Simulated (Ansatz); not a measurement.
Structure of Ge:

```yaml
crystal:
  lattice:
    - [4.79477, 0.00000, 0.00000]
    - [-2.39738, 4.15239, 0.00000]
    - [0.00000, 0.00000, 2.70911]
  atoms:
    - { symbol: Ge, position: [0.00000, 0.00000, 0.00000] }
    - { symbol: Ge, position: [0.33333, 0.66667, 0.50000] }
    - { symbol: Ge, position: [0.66667, 0.33333, 0.50000] }
```

Structure used: coordinates from a relaxation with DFT, LDA (PW92), plane waves (420 eV) with PAW, scalar-relativistic in Ansatz; the starting structure was generated, so it need not be a known form of this composition.

> Where will the first 3 clear peaks of its neutron PDF lie (peak width σ = 0.10 Å), and from which pairs do they come?

1. 2.74 Å: Ge–Ge at 2.71–2.77 Å
2. 3.08 Å: Ge–Ge at 3.08 Å
3. 3.87 Å: Ge–Ge at 3.87 Å

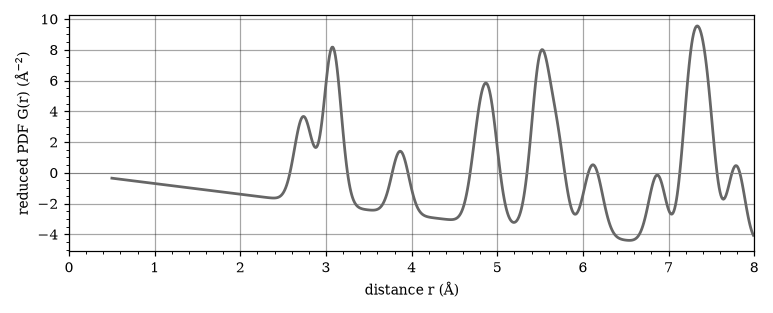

The curve is a calculated neutron PDF: distances of the static structure, each pair weighted by the product of the tabulated coherent neutron scattering lengths (natural isotope mix where the element has one), broadened by Gaussians with σ = 0.10 Å, damped by exp(−(Q_damp r)²/2) with Q_damp = 0.040 Å⁻¹.
